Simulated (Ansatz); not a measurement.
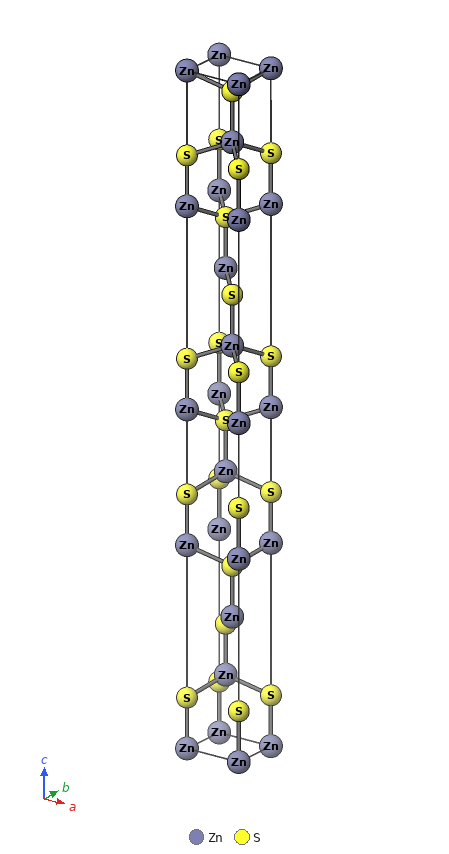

This ball-and-stick model is shown slightly off an axis. The conventional unit cell is outlined; an atom on or near a face, edge or corner is repeated at each equivalent position.

ZnS, space group P6_3mc (No. 186), a = 3.809 Å, b = 3.809 Å, c = 31.132 Å, α = 90.00°, β = 90.00°, γ = 120.00°. The starting point was a structure listed in the Materials Project. Earlier steps of the study may have refined or changed the cell and positions. A calculation with Ansatz used it as input.

This one geometry was computed with Ansatz (DFT, plane waves, PAW) at four levels of theory: PBE0, PBE, r2SCAN and HSE06. It was relaxed beforehand with r2SCAN.

**Which level gives the highest pressure at this volume, and what does that say about its equilibrium volume?**

Highest: PBE (2.3 GPa), which points to the largest equilibrium volume. Lowest, with the smallest volume: r2SCAN (0.0 GPa). Levels within 0.5 GPa of each other can't be told apart.

**How does the band gap change with the level of theory?**

PBE: a gap of 2.16 eV, direct; r2SCAN: a gap of 2.72 eV, direct; HSE06: a gap of 3.39 eV, direct; PBE0: a gap of 4.05 eV, direct.

**Collect the results in a table.**

| level | cutoff (eV) | k-mesh of the run's cell | gap (eV) | pressure (GPa) |
| --- | --- | --- | --- | --- |
| PBE0 | 420 | 6×6×1 | 4.05 | 1.4 |
| PBE | 420 | 12×12×2 | 2.16 | 2.3 |
| r2SCAN | 500 | 12×12×2 | 2.72 | 0.0 |
| HSE06 | 420 | 6×6×1 | 3.39 | 1.6 |

Gaps are taken on the k-mesh or band path of each run.
